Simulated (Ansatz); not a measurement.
# Run report: BN, geometry relaxation

- system: BN (slab, 6 atoms in the cell)
- method: DFT, LDA, all-electron LAPW, scalar-relativistic, no spin polarisation (Ansatz 0.2.0)

It belongs to a series of runs on one base structure; here: atoms relaxed, LAPW. Figures and captions count atoms from 1; the log counts them from 0 in places.

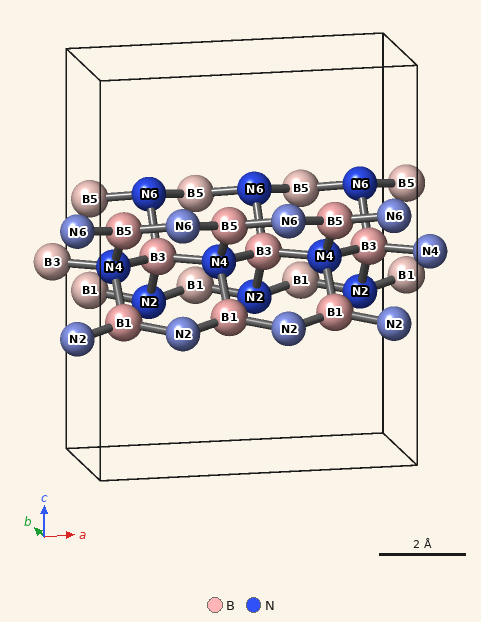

*The structure as given in the input (ball-and-stick view of the 3 × 1 repeat of the cell, with the vacuum cut short, seen slightly off an axis; neighbours outside the cell are drawn fainter; atoms are numbered from 1 in the order of the input). An atom can appear more than once, as a periodic image.*

Near neighbours in the periodic cell (some may lie outside the picture): B has 3 N at 1.44 to 1.56 Å; N has 3 B at 1.44 to 1.60 Å; B has 4 N at 1.53 to 1.60 Å; N has 4 B at 1.53 to 1.56 Å.

## Input file
```yaml
crystal:
  lattice:
    - [2.5318878315, 0.0, 0.0]
    - [0.0, 3.5806301097, 0.0]
    - [0.0, 0.0, 18.5319]
  atoms:
    - { symbol: B, position: [0.25, 0.0856381718, 0.440706977] }
    - { symbol: "N", position: [0.75, 0.9006063549, 0.4304155016] }
    - { symbol: B, position: [0.75, 0.6340962617, 0.4999999715] }
    - { symbol: "N", position: [0.25, 0.3934143713, 0.5000000273] }
    - { symbol: B, position: [0.25, 0.0856382613, 0.5592929582] }
    - { symbol: "N", position: [0.75, 0.900606579, 0.5695845645] }
kpoints:
  mp_grid: { grid: [10, 7, 1] }
scf:
  occupations: { method: fermi_dirac, width: 0.02 }
hamiltonian:
  xc: lda
  pseudopotentials: { kind: all_electron, lapw: { basis_error: 0.001 } }
output:
  forces: true
  stress: true
  eigenvalues: true
relax:
  f_tol: 0.01
  max_steps: 12
efield:
  axis: 3
  amplitude: 0
  dipole_correction: true
```

Command:
```bash
ansatz run input.yaml --threads 2 --pin off --max-ram 4096MiB --backend cpu --events-out ev --progress --plain --runs-dir out
```

## Log
```
The last accepted step is kept in [file] (removed where the run ends without a failure and the disk answers)
LAPW: plane waves up to 12.161 Å⁻¹, error target 1.0e-3 eV per atom; small_component_spin mean_spin; B in spheres of 0.664 Å, 5 of its electrons in bands, Dirac shells []; N in spheres of 0.735 Å, 7 of its electrons in bands, Dirac shells [] (how accurate: hamiltonian.pseudopotentials.lapw.basis_error, Limitations)
Engine: ansatz 0.2.0, aarch64-unknown-linux-gnu
Pseudopotentials: kind: all_electron
Pseudopotential: B, LAPW, valence charge 5, lapw/all_electron/scalar/gaussian/B, Koelling and Harmon's equation, gaussian nucleus
Pseudopotential: N, LAPW, valence charge 7, lapw/all_electron/scalar/gaussian/N, Koelling and Harmon's equation, gaussian nucleus
Functional definition: SPW92
  exchange = slater_x
  correlation = pw_c
Crystal: 6 atoms, lattice volume = 168.006 Å³
Basis set: ecut = 563.412476120258 eV, 5055 PW (Γ), exchange–correlation at level 2
Bands: 24, of which v1, the nominal top of the filled ones, is band 18 counted from 1 (17 counted from 0)
Symmetry: 2 space group operations
k-points: 24 of 70 (time reversal used)
Non-local potential: B, projectors of the file, none
Non-local potential: N, projectors of the file, none
Initial density: superposition of atomic densities (neutral atoms: chi_scale 0, normalization atom)
Initial wavefunctions: plane waves of lowest kinetic energy (no species holds an atomic orbital)
Functional: x = slater, c = lda
iter 1 solved again at ethr=3.58e-2 eV; its pass at ethr=1.00e-1 eV (dr2=1.29e1 eV) is discarded
SCF iter   1: F=—  HF=-6459.823811 eV  |F-HF|=—  |Δ(HF+E_count)|=         —  Δρ=8.73e-2  dr2=1.28e1  ethr=3.58e-2  p=-0.000 e·Å  D=-3.56e-12 V/Å  ΔV_dip=0.00 eV  dr2_dipole=1.09e-9  V_vac-E_F(+/−)=9.97/9.97 eV  ⟨swp⟩=3.1  Hψ=4312  notcnv=0
efield: sawtooth ramp at fractional position 0.9500 (placed from the atoms, in the widest stretch of the axis that holds none; the zero of the levels goes with the place), width 0.1000; the density the first Hamiltonian is built on has a dipole p = -0.000 e·Å; the dipole correction subtracts the counter field D = -9.77e-12 V/Å, which shifts the + side's vacuum level by +0.00 eV against the − side's; the planar-averaged density in the ramp window peaks in size at 8.4e-7 e/Å³
preconditioner: auto → Resta (q_TF=auto, 2.111 Å⁻¹)  ε∞=1.7  [insulator: Δε(μ)=2.905 eV  Ē_g=16.781 eV  σ=0.020 eV  W_gap=1.00  n_scr=26 (ndim 8)  ℏωp=14.0 eV  f_vac=0.683  D(μ)=0.00/eV (n_scr^D=0)  ε∞_Penn≈1.7  vacuum switching on, ρ_ref=2.0e-2 e/Å³]
iter 2 solved again at ethr=2.45e-3 eV; its pass at ethr=3.56e-2 eV (dr2=8.83e-1 eV) is discarded
SCF iter   2: F=—  HF=-6455.081815 eV  |F-HF|=—  |Δ(HF+E_count)|=    4.74e0  Δρ=2.91e-2  dr2=8.94e-1  ethr=2.45e-3  p=0.000 e·Å  D=1.59e-5 V/Å  ΔV_dip=-0.00 eV  dr2_dipole=2.56e-9  V_vac-E_F(+/−)=7.08/7.08 eV  ⟨swp⟩=2.9  Hψ=3111  notcnv=0  defer=3
preconditioner: auto → LDOS  [insulator: Δε(μ)=0.361 eV  Ē_g=14.945 eV  σ=0.020 eV  W_gap=0.53  n_scr=26 (ndim 8)  ℏωp=14.0 eV  f_vac=0.694  D(μ)=0.98/eV (n_scr^D=6)  ε∞_Penn≈1.9  β→1.0]
SCF iter   3: F=—  HF=-6454.655643 eV  |F-HF|=—  |Δ(HF+E_count)|=   4.26e-1  Δρ=7.18e-3  dr2=6.83e-2  ethr=2.45e-3  p=0.000 e·Å  D=1.35e-5 V/Å  ΔV_dip=-0.00 eV  dr2_dipole=1.16e-9  V_vac-E_F(+/−)=6.59/6.59 eV  ⟨swp⟩=3.6  Hψ=1786  notcnv=0
SCF iter   4: F=—  HF=-6454.642084 eV  |F-HF|=—  |Δ(HF+E_count)|=         —  Δρ=1.80e-3  dr2=5.84e-3  ethr=1.90e-4  p=-0.000 e·Å  D=-2.58e-6 V/Å  ΔV_dip=0.00 eV  dr2_dipole=5.74e-12  V_vac-E_F(+/−)=6.35/6.35 eV  ⟨swp⟩=3.7  Hψ=1838  notcnv=0
the basis was enlarged: its passes take 39.8 KiB over the memory plan, 2 of 2 planned eigensolver slots
SCF iter   5: F=—  HF=-6454.640806 eV  |F-HF|=—  |Δ(HF+E_count)|=   1.28e-3  Δρ=6.69e-4  dr2=8.34e-4  ethr=1.62e-5  p=0.000 e·Å  D=1.07e-6 V/Å  ΔV_dip=-0.00 eV  dr2_dipole=7.64e-11  V_vac-E_F(+/−)=6.29/6.29 eV  ⟨swp⟩=3.7  Hψ=1838  notcnv=0
SCF iter   6: F=—  HF=-6454.640571 eV  |F-HF|=—  |Δ(HF+E_count)|=   2.35e-4  Δρ=1.12e-4  dr2=1.02e-5  ethr=2.32e-6  p=-0.000 e·Å  D=-7.38e-7 V/Å  ΔV_dip=0.00 eV  dr2_dipole=5.34e-12  V_vac-E_F(+/−)=6.30/6.30 eV  ⟨swp⟩=3.0  Hψ=1614  notcnv=0
iter 7 did not close the SCF: its close was put off until two iterations running show no level that it waits for move by more than its bar (scf_convergence_deferred on its scf_iter line)
SCF iter   7: F=-6454.640578 eV  HF=-6454.640577 eV  |F-HF|=2.55e-7  |Δ(HF+E_count)|=   6.04e-6  Δρ=1.18e-5  dr2=1.24e-7  ethr=2.83e-8  p=-0.000 e·Å  D=-1.25e-6 V/Å  ΔV_dip=0.00 eV  dr2_dipole=7.81e-13  V_vac-E_F(+/−)=6.30/6.30 eV  ⟨swp⟩=3.0  Hψ=1546  notcnv=0
iter 8 did not close the SCF: its close was put off until two iterations running show no level that it waits for move by more than its bar (scf_convergence_deferred on its scf_iter line)
SCF iter   8: F=-6454.640578 eV  HF=-6454.640578 eV  |F-HF|=1.23e-8  |Δ(HF+E_count)|=   2.86e-7  Δρ=2.37e-6  dr2=8.64e-9  ethr=3.44e-10  p=-0.000 e·Å  D=-1.54e-6 V/Å  ΔV_dip=0.00 eV  dr2_dipole=5.82e-16  V_vac-E_F(+/−)=6.30/6.30 eV  ⟨swp⟩=3.0  Hψ=1581  notcnv=0
iter 9 did not close the SCF: its close was put off until two iterations running show no level that it waits for move by more than its bar (scf_convergence_deferred on its scf_iter line)
SCF iter   9: F=-6454.640578 eV  HF=-6454.640578 eV  |F-HF|=5.35e-9  |Δ(HF+E_count)|=   1.09e-8  Δρ=8.08e-7  dr2=8.06e-10  ethr=2.40e-11  p=-0.000 e·Å  D=-1.49e-6 V/Å  ΔV_dip=0.00 eV  dr2_dipole=2.69e-14  V_vac-E_F(+/−)=6.30/6.30 eV  ⟨swp⟩=3.0  Hψ=1536  notcnv=0
SCF iter  10: F=-6454.640578 eV  HF=-6454.640578 eV  |F-HF|=8.32e-10  |Δ(HF+E_count)|=   4.82e-9  Δρ=1.72e-7  dr2=2.30e-11  ethr=4.92e-12 (applied; sched 2.24e-12)  p=-0.000 e·Å  D=-1.53e-6 V/Å  ΔV_dip=0.00 eV  dr2_dipole=1.30e-15  V_vac-E_F(+/−)=6.30/6.30 eV  ⟨swp⟩=3.0  Hψ=1371  notcnv=0
SCF 1 converged in 10 iterations: F = -6454.640578 eV  dr2 = 2.30e-11
relax step   1: F+E_penalty+E_count = -6454.64057757 eV  Δ(F+E_penalty+E_count) = +0.000e0 eV  max|allowed force component| = 1.514e-2 eV/Å  Δτ_max = 0.0000 Å  (10 SCF iters, dr2 threshold 2.50e-6 eV, accepted)
Initial density: handed on by an earlier stage of this run
Initial wavefunctions: those handed on with the density
iter 1 solved again at ethr=4.70e-8 eV; its pass at ethr=1.00e-1 eV (dr2=1.69e-5 eV) is discarded
SCF iter   1: F=—  HF=-6454.640588 eV  |F-HF|=—  |Δ(HF+E_count)|=         —  Δρ=3.64e-5  dr2=2.27e-6  ethr=4.70e-8  p=-0.000 e·Å  D=-1.63e-6 V/Å  ΔV_dip=0.00 eV  dr2_dipole=7.54e-12  V_vac-E_F(+/−)=6.30/6.30 eV  ⟨swp⟩=4.0  Hψ=2474  notcnv=0
efield: sawtooth ramp at fractional position 0.9500 (handed on by an earlier solve), width 0.1000; the density the first Hamiltonian is built on has a dipole p = -0.000 e·Å; the dipole correction subtracts the counter field D = -1.63e-6 V/Å, which shifts the + side's vacuum level by +0.00 eV against the − side's; the planar-averaged density in the ramp window peaks in size at 6.8e-9 e/Å³
preconditioner: auto → Resta (q_TF=auto, 2.111 Å⁻¹)  ε∞=1.9  [insulator: Δε(μ)=0.439 eV  Ē_g=14.700 eV  σ=0.020 eV  W_gap=1.00  n_scr=26 (ndim 8)  ℏωp=14.0 eV  f_vac=0.701  D(μ)=0.00/eV (n_scr^D=0)  ε∞_Penn≈1.9  vacuum switching on, ρ_ref=1.6e-2 e/Å³]
iter 2 solved again at ethr=5.48e-10 eV; its pass at ethr=6.32e-9 eV (dr2=1.97e-7 eV) is discarded
SCF iter   2: F=—  HF=-6454.640587 eV  |F-HF|=—  |Δ(HF+E_count)|=   8.62e-7  Δρ=1.24e-5  dr2=2.00e-7  ethr=5.48e-10  p=-0.000 e·Å  D=-5.30e-7 V/Å  ΔV_dip=0.00 eV  dr2_dipole=6.11e-13  V_vac-E_F(+/−)=6.30/6.30 eV  ⟨swp⟩=3.0  Hψ=2707  notcnv=0
SCF iter   3: F=-6454.640587 eV  HF=-6454.640587 eV  |F-HF|=1.42e-8  |Δ(HF+E_count)|=   5.12e-8  Δρ=5.03e-6  dr2=2.84e-8  ethr=5.48e-10  p=-0.000 e·Å  D=-8.94e-7 V/Å  ΔV_dip=0.00 eV  dr2_dipole=4.44e-13  V_vac-E_F(+/−)=6.30/6.30 eV  ⟨swp⟩=3.0  Hψ=1499  notcnv=0
SCF 2 converged in 3 iterations: F = -6454.640587 eV  dr2 = 2.84e-8
relax step   2: F+E_penalty+E_count = -6454.64058739 eV  Δ(F+E_penalty+E_count) = -9.820e-6 eV  max|allowed force component| = 7.512e-3 eV/Å  Δτ_max = 0.0004 Å  (3 SCF iters, accepted)
```

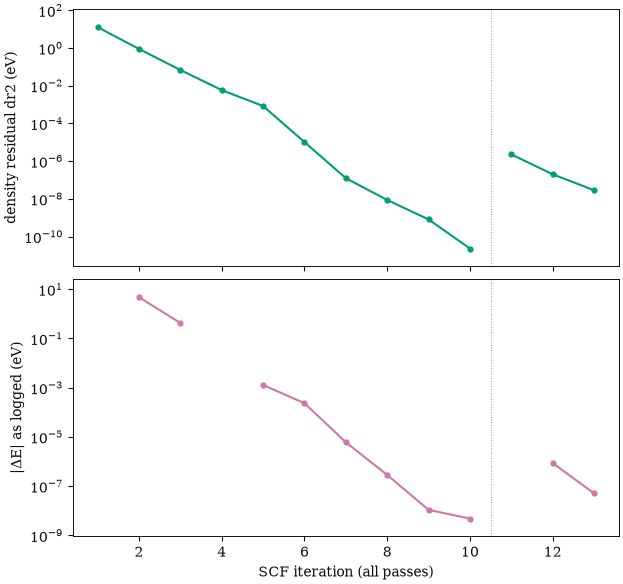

*Convergence of the self-consistent field: density residual dr2 and size of the energy change against the SCF iteration. The dotted lines part the SCF passes of the relaxation: geometry steps, rejected trials and re-solves on a re-selected basis.*

The passes take 10 and 3 iterations.

```
SCF converged after 3 iterations
Free energy (F): -6454.640587 eV
Harris-Foulkes:  -6454.640587 eV  (|F-HF|=1.42e-8)
Internal energy: -6454.640587 eV  (E = F + TS)
E sigma→0 (E₀):  -6454.640587 eV
Entropy (-TS):   -0.000000 eV (-0.000 meV/atom)
Fermi energy:    -2.481160 eV
Dipole field:    D = -0.000001 V/Å  (p = -0.000001 e·Å, saw-weighted, corrected)
Work function:   Φ+ = 6.3026 eV   Φ− = 6.3026 eV
Levels:          The Fermi level and band energies are counted from a zero that moves with the ramp; work functions are not
--- Per-component energies (eV) ---
  E_band       = -3541.197968
  E_kinetic    = 6415.270456
  E_xc         = -846.324662
  E_efield     = 0.000000  (sawtooth field / dipole correction)
  E_electrostatic = -12023.586381  (all electrons and nuclei)
  E_smearing   = -0.000000  (= −TS)
  E_closure    = 0.000000  (closes the sum)
  E_atoms      = -6400.541031  (free atoms, spherical and without spin; not in F)
  Σ components = -6454.640587   (vs F -6454.640587, Δ=0.00e0)
  Basis errors (estimates in eV, not in F): energy 5.9e-4 per atom: plane waves 5.5e-4 (3.5e-4 summed), levels above the bands 2.1e-178, relativity 1.5e-8, radial functions 4.0e-5, core shells 0.0e0; eigenvalues (radial functions only) 1.2e-6; not estimated: angular momenta, meshes, grids; target (lapw.basis_error) 1.0e-3; muffin-tin radii B 0.664 Å, N 0.735 Å
--- Forces (eV/Å), atoms counted from 1 ---
  atom   1  B      0.00000000     0.00749715     0.00226444
  atom   2  N      0.00000000    -0.00745155    -0.00359233
  atom   3  B      0.00000000    -0.00066555     0.00001778
  atom   4  N      0.00000000     0.00050723    -0.00001673
  atom   5  B      0.00000000     0.00748456    -0.00224608
  atom   6  N      0.00000000    -0.00746287     0.00357619
  max |Σ_I F_I| component: 9.10e-5 eV/Å
--- Stress (GPa, compression-positive) ---
       -2.711235       0.000000       0.000000
        0.000000      -0.587257      -0.000028
        0.000000      -0.000028       0.003737
  P = ⅓ Tr σ = -1.0983 GPa (-10.983 kbar)
--- Band table (eV; the first three rows and the last of 24) ---
  k-point 0: bands = ["-375.3577", "-373.9623", "-373.9623", "-173.9609", "-173.9293", "-173.9291", "-22.5209", "-18.7998", "-17.4860", "-11.4607", "-9.3730", "-8.8944", "-8.1683", "-7.6226", "-6.3265", "-4.4769", "-4.3956", "-3.1582", "0.8426", "2.6141", "2.9699", "3.8887", "4.1064", "4.7929"]
  k-point 1: bands = ["-375.3577", "-373.9623", "-373.9623", "-173.9609", "-173.9293", "-173.9291", "-22.3627", "-18.7327", "-17.9168", "-11.4594", "-9.7824", "-8.8136", "-8.0337", "-6.9280", "-6.3132", "-4.7092", "-4.0219", "-3.5639", "1.0099", "2.7409", "2.8655", "4.1200", "4.1857", "4.9905"]
  k-point 2: bands = ["-375.3577", "-373.9623", "-373.9623", "-173.9609", "-173.9293", "-173.9291", "-21.8991", "-18.9083", "-18.5712", "-11.3575", "-10.9022", "-7.7371", "-7.6495", "-6.2829", "-6.2338", "-5.3038", "-4.2353", "-3.2228", "1.0693", "2.2955", "3.5431", "4.7375", "4.7752", "5.5758"]
  k-point 23: bands = ["-375.3577", "-373.9623", "-373.9623", "-173.9608", "-173.9293", "-173.9290", "-18.7770", "-18.3417", "-16.9064", "-13.7542", "-12.5239", "-10.8196", "-8.1764", "-7.9202", "-7.4972", "-6.9439", "-3.7978", "-2.7578", "-0.5238", "1.8698", "5.7235", "7.3716", "7.9396", "8.0718"]
--- Relaxed structure (2 steps of the walk, 2 accepted, 0 SCFs on fresh bases) ---
  F+E_penalty+E_count = -6454.64058739 eV   max|allowed force component| = 7.512e-3 eV/Å
  atoms:
    - { symbol: B, position: [0.25, 0.08566447231183255, 0.4407013690750695] }
    - { symbol: N, position: [0.75, 0.9005535058908911, 0.4303995290072135] }
    - { symbol: B, position: [0.75, 0.6341215714391943, 0.49999997577400346] }
    - { symbol: N, position: [0.25, 0.3934419648573649, 0.500000011326753] }
    - { symbol: B, position: [0.25, 0.08566472931624793, 0.5592986250005159] }
    - { symbol: N, position: [0.75, 0.9005537561844692, 0.5696004899164449] }
```

## Trajectory as extended XYZ (Å, eV, eV/Å), 2 frames, from step=1 to step=2
```
6
Lattice="2.5319 0.0000 0.0000 0.0000 3.5806 0.0000 0.0000 0.0000 18.5319" Properties=species:S:1:pos:R:3:forces:R:3 step=1 energy=-6454.64058
B     0.6330    0.3066    8.1671    0.0000   0.0126   0.0027
N     1.8989    3.2247    7.9764    0.0000  -0.0151  -0.0098
B     1.8989    2.2705    9.2659    0.0000  -0.0007   0.0000
N     0.6330    1.4087    9.2660    0.0000   0.0058   0.0000
B     0.6330    0.3066   10.3648    0.0000   0.0126  -0.0026
N     1.8989    3.2247   10.5555    0.0000  -0.0151   0.0097
6
Lattice="2.5319 0.0000 0.0000 0.0000 3.5806 0.0000 0.0000 0.0000 18.5319" Properties=species:S:1:pos:R:3:forces:R:3 step=2 energy=-6454.64059
B     0.6330    0.3067    8.1670    0.0000   0.0075   0.0023
N     1.8989    3.2245    7.9761    0.0000  -0.0075  -0.0036
B     1.8989    2.2706    9.2660    0.0000  -0.0007   0.0000
N     0.6330    1.4088    9.2660    0.0000   0.0005   0.0000
B     0.6330    0.3067   10.3649    0.0000   0.0075  -0.0022
N     1.8989    3.2245   10.5558    0.0000  -0.0075   0.0036
```

## Results in brief

```csv
quantity,value
outcome,converged
electrons in bands (core shells apart),36
free energy,−6454.6406 eV
Fermi energy,−2.481 eV
final volume,168.01 Å³
largest force (length of the vector) at the end,0.008 eV/Å
hardware,"2 threads of Arm Neoverse V1, 24 GiB of memory available, shared host"
wall time,2.2 min (CPU time 4.3 min)
peak memory,2.2 GiB
```
